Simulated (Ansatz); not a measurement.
**Single-point calculation of NiGe$_{3}$**

The run: single-point calculation of NiGe$_{3}$ (Fm-3m, 8 atoms in the cell). Method and program: DFT PBEsol, scalar-relativistic, plane waves, PAW, spin-polarised (Ansatz 0.2.0).

The structure was built on a prototype by a generator; it need not be a known phase. It belongs to a series of runs on one base structure; here: antiferromagnetic, doubled cell, propagation vector (0, 0, 1/2).

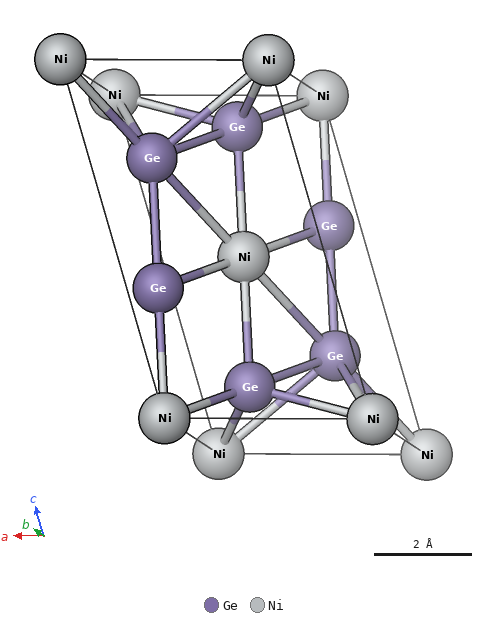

*The input geometry (ball-and-stick view of the reduced cell, seen at an oblique angle). An atom can appear more than once, as a periodic image.*

Near neighbours in the periodic cell (some may lie outside the picture): Ge has 4 Ge at 2.73 Å and 4 Ni at 2.73 Å; Ge has 8 Ge at 2.73 Å and 6 Ni at 3.15 Å; Ni has 14 Ge at 2.73 to 3.15 Å.

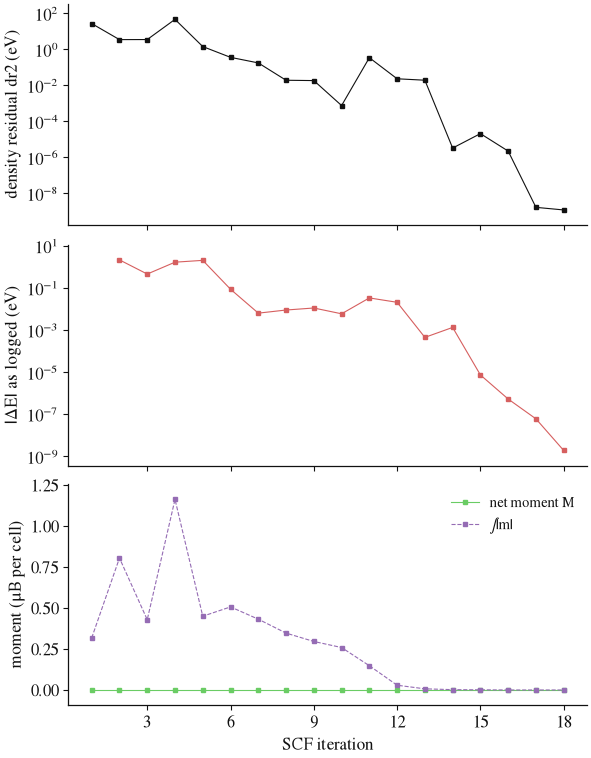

*Convergence of the self-consistent field: density residual dr2, size of the energy change and magnetic moment against the SCF iteration.*

The residual falls unevenly and jumps up by a factor of two or more 3 times on the way down. The net moment stays at 0.0 μB per cell, and ∫|m| falls to zero.

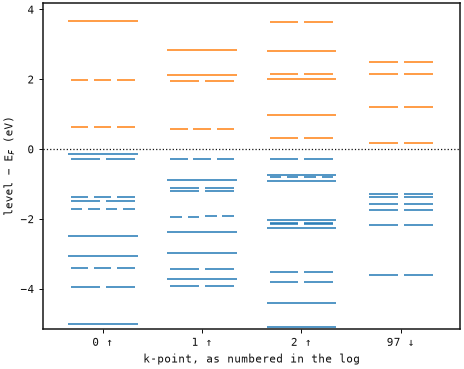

*Kohn–Sham levels near the Fermi level (dotted) at the few k-points that the log prints; levels within 0.02 eV of each other stand side by side.*

The system is metallic on the full mesh.

These pictures come from the run below.

### Input file
```yaml
crystal:
  lattice:
    - [0.0, 3.1530310228, 3.1530310228]
    - [3.1530310228, 0.0, 3.1530310228]
    - [6.3060620456, 6.3060620456, 0.0]
  atoms:
    - { symbol: Ge, position: [0.25, 0.25, 0.125] }
    - { symbol: Ge, position: [0.75, 0.75, 0.375] }
    - { symbol: Ge, position: [0.5, 0.5, 0.25] }
    - { symbol: Ni, position: [0.0, 1.0, 1.0], spin: 1.0 }
    - { symbol: Ge, position: [0.25, 0.25, 0.625] }
    - { symbol: Ge, position: [0.75, 0.75, 0.875] }
    - { symbol: Ge, position: [0.5, 0.5, 0.75] }
    - { symbol: Ni, position: [0.0, 1.0, 0.5], spin: -1.0 }
basis:
  ecutwfc: 420
kpoints:
  mp_grid: { grid: [12, 12, 6] }
hamiltonian:
  xc: pbesol
scf:
  occupations: { method: gaussian, width: 0.1 }
  lower_state_search: "off"
output:
  forces: true
  stress: true
  eigenvalues: true
  populations: true
magnetization:
  spin_polarized: true
```

Command:
```bash
ansatz run input.yaml --threads 1 --pin off --max-ram 2560MiB --backend cpu --events-out ev --progress --plain --runs-dir out
```

### Log
```
Engine: ansatz 0.2.0, aarch64-unknown-linux-gnu
Pseudopotentials: kind: paw
Pseudopotential: Ge, paw, valence charge 14, recommended cutoff 420 eV (normal), Ge.paw.azcp
Pseudopotential: Ni, paw, valence charge 18, recommended cutoff 420 eV (normal), Ni.paw.azcp
Functional definition: PBEsol
  exchange = pbesol_x
  correlation = pbesol_c
Crystal: 8 atoms, lattice volume = 125.385 Å³
Basis set: ecut = 420 eV, 2467 PW (Γ), exchange–correlation on 60×60×120 points (8 copies of the dense FFT grid, shifted against one another)
Bands: 74, of which v1, the nominal top of the filled ones, is band 60 counted from 1 (59 counted from 0)
Symmetry: 12 space group operations
Space group: R-3m (ITA 166), of the structure as read, at distance tolerance 5.0e-5 Å
Magnetic group: BNS 166.102 (UNI 1332), of the structure as read, at distance tolerance 5.0e-5 Å
k-points: 98 of 864
Non-local potential: Ge, projectors of the file, l = 0: 2, l = 1: 2, l = 2: 3, l = 3: 1
Non-local potential: Ni, projectors of the file, l = 0: 3, l = 1: 2, l = 2: 3, l = 3: 1
PAW form: soft (Blöchl's): semilocal exchange-correlation on the pseudo side does not see the compensation charge
PAW frozen core: Ge, regenerated for the run's functional, and the local potential with it (the file was generated under x = pbe(κ = 0.804, μ = 0.2195149727645171), c = pbe(β = 0.06672455060314922))
PAW frozen core: Ni, regenerated for the run's functional, and the local potential with it (the file was generated under x = pbe(κ = 0.804, μ = 0.2195149727645171), c = pbe(β = 0.06672455060314922))
PAW one-centre angular grid: Ge, 590 points (default); XC on 64 Gauss nodes
PAW one-centre angular grid: Ni, 590 points (default); XC on 64 Gauss nodes
Initial density: superposition of atomic densities (chi_scale 0.1, normalization cell)
Starting moments: Σ|m| = 2 μB on 2 of 8 sites
Starting magnetic order: antiferromagnet; a translation exchanges its spin sublattices: spin-degenerate at every k-point
Initial wavefunctions: pseudopotential atomic-orbital guess
Functional: x = pbesol(κ = 0.804, μ = 0.12345679012345678), c = pbesol(β = 0.046)
SCF iter   1: F=—  HF=-37131.986294 eV  |F-HF|=—  |Δ(HF+E_count)|=         —  Δρ=9.11e-2 (↑9.11e-2 ↓9.11e-2)  dr2=2.72e1  dr2_m=2.72e0  M=0.000 μB ∫|m|=0.318 μB  β_m=0.30  ethr=3.10e-3  ⟨swp⟩=4.7  Hψ=22231  notcnv=0  defer=92
preconditioner: auto → Kerker (q_TF=auto, 2.708 Å⁻¹)  [metal: Δε(μ)=0.006 eV  Ē_g=19.578 eV  σ=0.100 eV  W_gap=0.04  n_scr=36 (ndim 8)  ℏωp=33.8 eV  f_vac=0.000  D(μ)=3.18/eV (n_scr^D=22)]
spin=Collinear: Kerker preconditioning applied to the charge; magnetization (m = ρ↑ − ρ↓) channel mixes plain (no charge-response kernel on spin).
SCF iter   2: F=—  HF=-37129.830804 eV  |F-HF|=—  |Δ(HF+E_count)|=    2.16e0  Δρ=4.33e-2 (↑4.33e-2 ↓4.33e-2)  dr2=3.50e0  dr2_m=4.63e-1  M=0.000 μB ∫|m|=0.805 μB  β_m=0.30  ethr=3.10e-3  ⟨swp⟩=3.1  Hψ=15688  notcnv=0  defer=621
SCF iter   3: F=—  HF=-37129.371942 eV  |F-HF|=—  |Δ(HF+E_count)|=   4.59e-1  Δρ=3.35e-2 (↑3.35e-2 ↓3.35e-2)  dr2=3.53e0  dr2_m=7.29e-1  M=0.000 μB ∫|m|=0.429 μB  β_m=0.30  ethr=2.91e-3  ⟨swp⟩=2.0  Hψ=10525  notcnv=0  defer=612
SCF iter   4: F=—  HF=-37131.055056 eV  |F-HF|=—  |Δ(HF+E_count)|=    1.68e0  Δρ=1.04e-1 (↑1.04e-1 ↓1.04e-1)  dr2=4.66e1  dr2_m=1.50e-2  M=0.000 μB ∫|m|=1.163 μB  β_m=1.00  ethr=2.91e-3  ⟨swp⟩=3.3  Hψ=10333  notcnv=0  defer=612
SCF iter   5: F=—  HF=-37129.006255 eV  |F-HF|=—  |Δ(HF+E_count)|=    2.05e0  Δρ=2.74e-2 (↑2.74e-2 ↓2.74e-2)  dr2=1.44e0  dr2_m=5.17e-1  M=0.000 μB ∫|m|=0.450 μB  β_m=0.30  ethr=2.91e-3  ⟨swp⟩=2.6  Hψ=10694  notcnv=0  defer=518
SCF iter   6: F=—  HF=-37128.918929 eV  |F-HF|=—  |Δ(HF+E_count)|=   8.73e-2  Δρ=1.62e-2 (↑1.62e-2 ↓1.62e-2)  dr2=3.63e-1  dr2_m=1.96e-1  M=0.000 μB ∫|m|=0.507 μB  β_m=0.30  ethr=1.20e-3  ⟨swp⟩=2.0  Hψ=9186  notcnv=0  defer=617
SCF iter   7: F=—  HF=-37128.925305 eV  |F-HF|=—  |Δ(HF+E_count)|=   6.38e-3  Δρ=1.31e-2 (↑1.31e-2 ↓1.31e-2)  dr2=1.78e-1  dr2_m=1.48e-1  M=0.000 μB ∫|m|=0.432 μB  β_m=0.30  ethr=3.02e-4  ⟨swp⟩=1.1  Hψ=6645  notcnv=0  defer=617
SCF iter   8: F=—  HF=-37128.916321 eV  |F-HF|=—  |Δ(HF+E_count)|=   8.98e-3  Δρ=1.07e-2 (↑1.07e-2 ↓1.07e-2)  dr2=1.94e-2  dr2_m=1.24e-1  M=0.000 μB ∫|m|=0.347 μB  β_m=0.30  ethr=1.48e-4  ⟨swp⟩=1.8  Hψ=7095  notcnv=0  defer=617
SCF iter   9: F=—  HF=-37128.927498 eV  |F-HF|=—  |Δ(HF+E_count)|=   1.12e-2  Δρ=9.01e-3 (↑9.01e-3 ↓9.01e-3)  dr2=1.86e-2  dr2_m=8.75e-2  M=0.000 μB ∫|m|=0.296 μB  β_m=0.30  ethr=1.62e-5  ⟨swp⟩=1.0  Hψ=6636  notcnv=0  defer=617
Mixer restart at iter 9: flushing history
spin-set hold released at iteration 9 (site moments contracting): the magnetisation degrees of freedom join the quasi-Newton model from the next iteration; the mixer history was flushed
SCF iter  10: F=—  HF=-37128.933438 eV  |F-HF|=—  |Δ(HF+E_count)|=   5.94e-3  Δρ=7.17e-3 (↑7.17e-3 ↓7.17e-3)  dr2=7.65e-4  dr2_m=5.88e-2  M=0.000 μB ∫|m|=0.259 μB  β_m=0.65  ethr=1.55e-5  ⟨swp⟩=2.0  Hψ=7732  notcnv=0  defer=617
SCF iter  11: F=—  HF=-37128.967183 eV  |F-HF|=—  |Δ(HF+E_count)|=   3.37e-2  Δρ=1.07e-2 (↑1.07e-2 ↓1.07e-2)  dr2=3.47e-1  dr2_m=2.47e-2  M=0.000 μB ∫|m|=0.148 μB  β_m=0.65  ethr=6.38e-7  ⟨swp⟩=3.0  Hψ=14965  notcnv=0  defer=615
SCF iter  12: F=—  HF=-37128.946294 eV  |F-HF|=—  |Δ(HF+E_count)|=   2.09e-2  Δρ=2.58e-3 (↑2.58e-3 ↓2.58e-3)  dr2=2.34e-2  dr2_m=2.66e-4  M=0.000 μB ∫|m|=0.029 μB  β_m=0.82  ethr=6.38e-7  ⟨swp⟩=3.0  Hψ=15534  notcnv=0  defer=610
SCF iter  13: F=—  HF=-37128.946746 eV  |F-HF|=—  |Δ(HF+E_count)|=   4.51e-4  Δρ=2.28e-3 (↑2.28e-3 ↓2.28e-3)  dr2=1.95e-2  dr2_m=1.16e-5  M=0.000 μB ∫|m|=0.007 μB  β_m=0.91  ethr=6.38e-7  ⟨swp⟩=2.0  Hψ=8044  notcnv=0  defer=611
SCF iter  14: F=—  HF=-37128.945407 eV  |F-HF|=—  |Δ(HF+E_count)|=   1.34e-3  Δρ=6.72e-5 (↑6.72e-5 ↓6.72e-5)  dr2=3.33e-6  dr2_m=4.36e-6  M=0.000 μB ∫|m|=0.002 μB  β_m=0.74  ethr=6.38e-7  ⟨swp⟩=2.0  Hψ=12563  notcnv=0  defer=611
SCF iter  15: F=—  HF=-37128.945399 eV  |F-HF|=—  |Δ(HF+E_count)|=   7.41e-6  Δρ=7.70e-5 (↑7.70e-5 ↓7.70e-5)  dr2=2.11e-5  dr2_m=8.00e-7  M=0.000 μB ∫|m|=0.001 μB  β_m=0.80  ethr=2.78e-9  ⟨swp⟩=2.1  Hψ=12576  notcnv=0  defer=611
SCF iter  16: F=—  HF=-37128.945399 eV  |F-HF|=—  |Δ(HF+E_count)|=   5.32e-7  Δρ=2.33e-5 (↑2.33e-5 ↓2.33e-5)  dr2=2.26e-6  dr2_m=5.52e-8  M=0.000 μB ∫|m|=0.000 μB  β_m=0.83  ethr=2.78e-9  ⟨swp⟩=2.0  Hψ=10767  notcnv=0  defer=611
iter 17 did not close the SCF: its close was put off for a magnetic moment that had not settled (scf_convergence_deferred on its scf_iter line)
SCF iter  17: F=-37128.945399 eV  HF=-37128.945399 eV  |F-HF|=7.28e-11  |Δ(HF+E_count)|=   6.10e-8  Δρ=2.25e-6 (↑2.25e-6 ↓2.25e-6)  dr2=1.70e-9  dr2_m=5.49e-9  M=0.000 μB ∫|m|=0.000 μB  β_m=0.91  ethr=8.33e-11  ⟨swp⟩=8.4  Hψ=34923  notcnv=0
SCF iter  18: F=-37128.945399 eV  HF=-37128.945399 eV  |F-HF|=1.24e-9  |Δ(HF+E_count)|=   1.92e-9  Δρ=5.07e-7 (↑5.07e-7 ↓5.07e-7)  dr2=1.22e-9  dr2_m=5.22e-12  M=0.000 μB ∫|m|=0.000 μB  ethr=1.42e-12  ⟨swp⟩=1.0  Hψ=20211  notcnv=0
WARN: the starting moments were not kept: the SCF closed with an absolute magnetisation of 2.9e-6 μB, where they sum to 2 μB in size (2 sites). That is at most 0.1 of that sum. Measured as dr2_m measures the in/out step, that magnetisation stands 4.6e-13 eV from none, at or under the dr2_threshold of 1.0e-7 eV: it is no larger than a step whose dr2_m would equal this threshold. The system may hold no moment; this SCF shows only that its start led to no more than that. To try another start: raise the starting moments (crystal.atoms[].spin, magnetization.per_species, magnetization.initial_magnetization, or on a non-collinear deck that types none of these the spinor_matrix: blocks that start its atoms; where the total moment is fixed, keep their sum and leave initial_magnetization as it is; typed ones take the place of any that the run laid by itself, positive ones on a crystal's lanthanoids without a Hubbard term where scf.initial_density.shell_occupations: [] is typed) or, if the notice of its spin-set hold's release reads "site moments contracting" or "site moments show no strong build", lengthen the hold (scf.mixing.spin_hold: { on: { confirm: 4 } }; for m-r²SCAN on two components see the key's manual first). Each may lead to a state that holds a moment. A second SCF, from the converged charge density, with the starting moments and any scf.initial_density.shell_occupations laid on it anew, would have followed, and was not run: the deck does not ask for one (magnetization.retry_lost_moments is false, the default). To let it run, set magnetization.retry_lost_moments: true and run the deck again, where that key's refused combinations let it; where memory then withholds it, that run's warning says so.
SCF 1 converged in 18 iterations: F = -37128.945399 eV  dr2 = 1.22e-9
  greatest PAW one-centre occupation: 1.001 electrons in one spin orbital (limit 2), on the Ni atom at site 7 (counted from 0), in its partial waves of l = 1
SCF converged after 18 iterations
Magnetization: 0.0000 μB (60.0000 up, 60.0000 down)
Absolute magnetization: 0.0000 μB (∫|ρ↑−ρ↓|, with the PAW one-centre terms)
Spin contamination: 0.0000 ħ² per cell (⟨S²⟩ above its minimum at these occupations)
Per-site moments (μB) at R_I (Å): [(-4.320014850367222e-8, 1.126374547924408), (4.320014850367224e-8, 1.1263745479244078), (9.539644095435762e-24, 1.1263745479244078), (-4.49205478535528e-7, 1.1263745479244078), (4.3200148503672185e-8, 1.1263745479244078), (-4.3200148503672185e-8, 1.1263745479244076), (-3.044804186370312e-23, 1.1263745479244078), (4.4920547853552794e-7, 1.1263745479244076)]
Free energy (F): -37128.945399 eV
Harris-Foulkes:  -37128.945399 eV  (|F-HF|=1.24e-9)
Internal energy: -37128.920095 eV  (E = F + TS)
E sigma→0 (E₀):  -37128.932747 eV
Entropy (-TS):   -0.025303 eV (-3.163 meV/atom)
Fermi energy:    13.380320 eV
--- Per-component energies (eV) ---
  E_band       = -1224.913748
  E_kinetic    = 1237.734762
  E_local      = -20122.032922  (includes V_loc(G=0)·N_el)
  E_nonlocal   = 3792.594879
  E_hartree    = 8696.005422
  E_xc         = -621.027347
  E_vxc        = -609.168916  (∫ρ·V_xc dr)
  E_paw        = -15058.985538  (= ΣΔE_a)
  E_vpaw       = -2916.051551  (= ΣTr[D̂ρ^β])
  E_aug_tail   = 0.002181  (compensation charges beyond the density's cutoff)
  E_ewald      = -15059.113728
  E_core_change = 5.902195  (= ΣΔE_core)
  E_smearing   = -0.025303  (= −TS)
  E_closure    = 0.000000  (closes the sum)
  Σ components = -37128.945399   (vs F -37128.945399, Δ=0.00e0)
--- Forces (eV/Å), atoms counted from 1 ---
  atom   1  Ge     0.00000001     0.00000001    -0.00000001
  atom   2  Ge    -0.00000001    -0.00000001     0.00000001
  atom   3  Ge     0.00000000     0.00000000    -0.00000000
  atom   4  Ni     0.00000000     0.00000000     0.00000000
  atom   5  Ge     0.00000001     0.00000001    -0.00000001
  atom   6  Ge    -0.00000001    -0.00000001     0.00000001
  atom   7  Ge    -0.00000000    -0.00000000     0.00000000
  atom   8  Ni     0.00000000    -0.00000000     0.00000000
  max |Σ_I F_I| component: 5.55e-17 eV/Å
--- Stress (GPa, compression-positive) ---
       -0.002002       0.000000      -0.000000
        0.000000      -0.002002      -0.000000
       -0.000000      -0.000000      -0.002002
  P = ⅓ Tr σ = -0.0020 GPa (-0.020 kbar)
--- Band table (eV; the first three rows and the last of 196) ---
  k-point 0 ↑: bands = ["-89.1883", "-89.1883", "-49.7539", "-49.7539", "-49.7539", "-49.7539", "-49.7539", "-49.7539", "-11.5053", "-11.5053", "-11.4928", "-11.4928", "-11.4928", "-11.4892", "-11.4757", "-11.4757", "-11.4568", "-11.4568", "-11.3089", "-11.3089", "-11.3089", "-11.2939", "-11.2939", "-11.2877", "-11.2877", "-11.2861", "-11.2769", "-11.2769", "-11.2693", "-11.2689", "-11.2689", "-11.2429", "-11.2429", "-11.2413", "-11.2413", "-11.2413", "-11.2306", "-11.2306", "-0.2516", "2.0053", "3.1132", "8.1006", "8.3661", "9.4315", "9.4315", "9.9749", "9.9749", "9.9749", "10.3226", "10.8803", "11.6622", "11.6622", "11.6658", "11.6658", "11.8923", "11.8923", "11.9986", "11.9986", "11.9986", "13.1019", "13.1019", "13.2385", "14.0049", "14.0049", "14.0049", "15.3619", "15.3619", "15.3619", "17.0537", "18.0780", "18.4469", "19.1420", "19.1420", "19.5958"]
  k-point 1 ↑: bands = ["-89.1883", "-89.1883", "-49.7539", "-49.7539", "-49.7539", "-49.7539", "-49.7539", "-49.7539", "-11.5045", "-11.5045", "-11.4937", "-11.4937", "-11.4930", "-11.4899", "-11.4745", "-11.4745", "-11.4581", "-11.4581", "-11.3079", "-11.3079", "-11.3061", "-11.2931", "-11.2931", "-11.2894", "-11.2894", "-11.2828", "-11.2812", "-11.2812", "-11.2718", "-11.2634", "-11.2634", "-11.2439", "-11.2422", "-11.2422", "-11.2421", "-11.2421", "-11.2315", "-11.2315", "-0.1752", "1.5665", "3.6861", "7.9456", "8.1408", "9.4676", "9.4676", "9.6668", "9.9448", "9.9448", "10.4059", "11.0028", "11.4418", "11.4418", "11.4594", "11.4594", "12.1788", "12.1788", "12.2621", "12.2621", "12.5057", "13.0936", "13.0936", "13.0982", "13.9467", "13.9534", "13.9534", "15.3385", "15.3385", "15.5015", "16.2249", "18.1503", "18.1503", "18.9545", "19.1098", "19.9426"]
  k-point 2 ↑: bands = ["-89.1883", "-89.1883", "-49.7539", "-49.7539", "-49.7539", "-49.7539", "-49.7539", "-49.7539", "-11.5022", "-11.5022", "-11.4960", "-11.4960", "-11.4933", "-11.4916", "-11.4711", "-11.4711", "-11.4617", "-11.4617", "-11.3049", "-11.3049", "-11.2988", "-11.2944", "-11.2944", "-11.2912", "-11.2912", "-11.2855", "-11.2855", "-11.2796", "-11.2730", "-11.2559", "-11.2559", "-11.2513", "-11.2449", "-11.2449", "-11.2399", "-11.2399", "-11.2337", "-11.2337", "0.0531", "0.9467", "4.7005", "6.9921", "8.2733", "8.9752", "9.5690", "9.5690", "9.8521", "9.8521", "11.1153", "11.2340", "11.2340", "11.2640", "11.2640", "11.3541", "12.4516", "12.5772", "12.5772", "12.5794", "12.5794", "12.6479", "13.0924", "13.0924", "13.7085", "13.7085", "14.3505", "15.3768", "15.5174", "15.5174", "16.1890", "17.0188", "17.0188", "19.3104", "20.1813", "20.8473"]
  k-point 97 ↓: bands = ["-89.1883", "-89.1883", "-49.7539", "-49.7539", "-49.7539", "-49.7539", "-49.7539", "-49.7539", "-11.5075", "-11.5075", "-11.4997", "-11.4997", "-11.4957", "-11.4957", "-11.4576", "-11.4576", "-11.4517", "-11.4517", "-11.2990", "-11.2990", "-11.2964", "-11.2964", "-11.2927", "-11.2927", "-11.2879", "-11.2879", "-11.2773", "-11.2773", "-11.2624", "-11.2624", "-11.2582", "-11.2582", "-11.2536", "-11.2536", "-11.2454", "-11.2454", "-11.2344", "-11.2344", "2.7761", "2.7761", "3.7944", "3.7944", "5.0048", "5.0048", "7.9397", "7.9397", "9.7690", "9.7690", "11.2158", "11.2158", "11.6307", "11.6307", "11.8131", "11.8131", "12.0195", "12.0195", "12.0980", "12.0980", "13.5642", "13.5642", "14.5728", "14.5728", "15.5277", "15.5277", "15.8829", "15.8829", "17.6274", "17.6274", "17.8124", "17.8124", "20.4424", "20.4424", "20.9966", "20.9966"]
--- Löwdin populations: 8 sites ---
  site symbol       q [e]    m [muB]
     0     Ge     14.1144    -0.0000
     1     Ge     14.1144     0.0000
     2     Ge     14.0190    -0.0000
     3     Ni     17.4792    -0.0000
     4     Ge     14.1144     0.0000
     5     Ge     14.1144    -0.0000
     6     Ge     14.0190    -0.0000
     7     Ni     17.4792     0.0000
  spilling = 0.004551 (of n_electrons = 120.000000)
```

### Results in brief

| quantity | value |
| --- | --- |
| outcome | converged |
| space group (tolerance 0.01 Å) | Fm-3m (225) |
| electrons treated | 120 |
| free energy | −37128.9454 eV |
| Fermi energy | 13.380 eV |
| gap on the k-point mesh | none (metallic) |
| net moment of the cell | 0.00 μB |
| integrated absolute moment | 0.00 μB |
| pressure | 0.00 GPa |
| largest force (length of the vector) | under 0.001 eV/Å |
| hardware | 1 thread of Arm Neoverse V1, 24 GiB of memory available, shared host |
| wall time | 2.2 min |
| peak memory | 1.1 GiB |

### Remarks

Warnings of the run: some starting moments were not kept.
